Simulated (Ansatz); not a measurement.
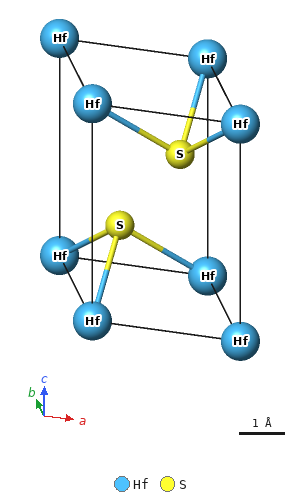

Phonons of crystalline HfS2 relaxed at 6 GPa, space group P-3m1 (No. 164), at the zone centre. The picture is a ball-and-stick view of the cell of the calculation, seen from a free direction.

All numbers below come from DFT PBEsol, scalar-relativistic, plane waves, PAW (Ansatz).

The input:
```yaml
crystal:
  lattice:
    - [3.5028741793, 0.0, 0.0]
    - [-1.7514370896, 3.0335780255, 0.0]
    - [0.0, 0.0, 5.4198172399]
  atoms:
    - { symbol: Hf, position: [0.0, 0.0, 0.0] }
    - { symbol: S, position: [0.6666666667, 0.3333333333, 0.7288724848] }
    - { symbol: S, position: [0.3333333333, 0.6666666667, 0.2711275152] }
basis:
  ecutwfc: 420
kpoints:
  mp_grid: { grid: [12, 12, 8] }
hamiltonian:
  xc: pbesol
scf:
  occupations: { method: gaussian, width: 0.01 }
output:
  eigenvalues: true
phonons:
  method: dfpt
  eigenvectors: true
```

Launched with:
```bash
ansatz run input.yaml --threads 1 --pin off --max-ram 3072MiB --backend cpu --events-out ev --progress --plain --runs-dir out
```

Frequencies are those without the non-analytic (LO–TO) term.

**List the optical modes.**

The calculation's cell holds 3 atoms, so there are 6 optical modes, in 4 levels. The optical modes span E_u + E_g + A₂u + A₁g. No level is unstable.

```csv
level,symmetry,frequency (cm⁻¹),activity
1,E_u,168,infrared-active
2,E_g,270,Raman-active
3,A₂u,321,infrared-active
4,A₁g,356,Raman-active
```

The displacement patterns (one member of each degenerate set):

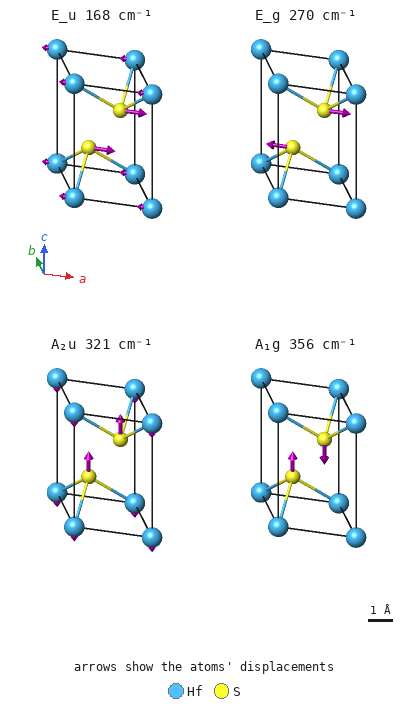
